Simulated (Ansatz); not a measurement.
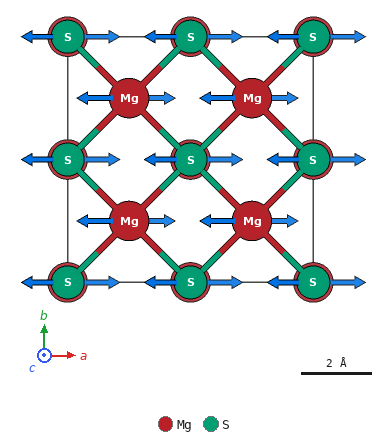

The lowest optical mode of a free-standing layer of MgS (a generated structure), space group P4/nmm (No. 129), at the zone centre. The blue arrows give the relative displacements of the atoms. A ball-and-stick model of the 2 × 2 repeat of the cell, outlined in the plane, without the vacuum, seen along the c axis.

All numbers below come from Ansatz, DFT PBE+D3(BJ), scalar-relativistic, plane waves, PAW. Settings: plane-wave cutoff 420 eV; k-point mesh 6 × 6 × 1; occupations fixed; no spin polarisation.

Frequencies are those without the non-analytic (LO–TO) term.

> Is the structure stable against all modes at this point?

Yes: this softest mode has a real frequency, and so have all others here. That speaks for this wave vector alone: the rest of the zone wasn't checked in this run. This is the E_g mode (doubly degenerate; one member of the set is drawn) at 134 cm⁻¹, the lowest optical level, Raman-active by symmetry. All motion is along a of the drawn cell; atoms of one kind move against one another, with no net shift of any sublattice; it mainly bends the Mg–S bonds; the kinetic energy is shared as S 52 %, Mg 48 %.
